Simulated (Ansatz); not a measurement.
**Ti: density, localisation and related maps**

```
CELL_PARAMETERS angstrom
2.65353 0.00000 0.00000
0.00000 2.65353 0.00000
0.00000 0.00000 2.65353
ATOMIC_POSITIONS crystal
Ti 0.00000 0.00000 0.00000
```

Space group Pm-3m; set up as Ti, simple cubic; a generated structure, not necessarily the stable one; changed on purpose from its base cell (volume × 0.96); computed pressure about 3 GPa in this cell; spin-polarised.

These are results of DFT, r2SCAN, plane waves (500 eV) with PAW, scalar-relativistic (Ansatz 0.2.0), not measurements.

The density is the valence pseudo-density of a PAW calculation; it isn't the true density close to the nuclei.

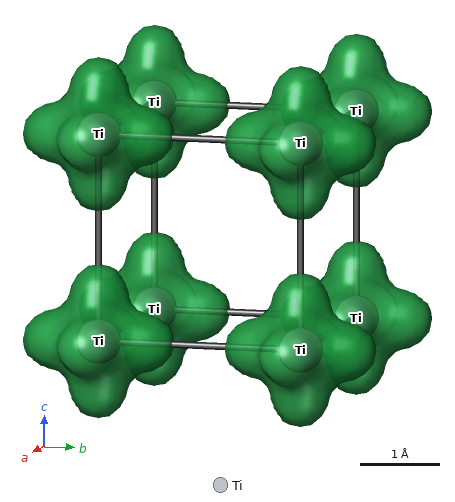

Figure 1. Isosurfaces of the magnetisation density (up minus down) at +0.2 (green) and −0.2 e/Å³ (red), seen slightly off an axis. Sticks mark near contacts.

**Which atoms carry the moments, and with what signs?**

The spin density sits on Ti: +1.2 μB in one cell of 1 atoms: parallel moments, as they must be, since the calculation's own cell holds one magnetic site. The cell of the calculation (1 atoms) carries 1.6 μB of net spin moment. Only one sign reaches the isovalue.

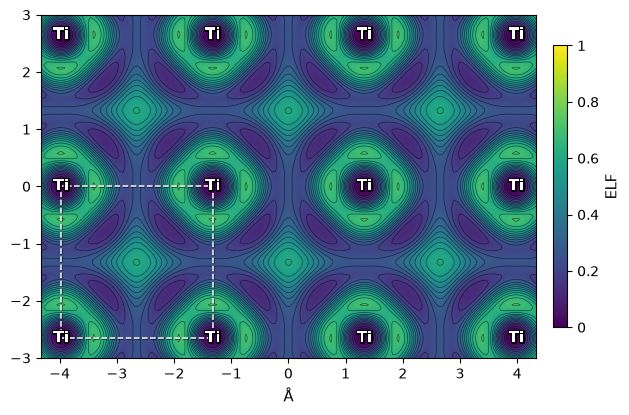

Figure 2. Electron localisation function on the (100) plane of the conventional cell.

**Read the bonding off the picture.**

- The plane passes through Ti nuclei.
- Ti–Ti (2.65 Å): the ELF is about 0.25 at the midpoint; no shared electron pair shows on this line.
- The features right at Ti lie inside the PAW spheres, where the map follows smoothed inner orbitals and isn't to be read closely.

**Does the calculation give a band gap?**

It is metallic or semimetallic at this level of theory: no gap opens.
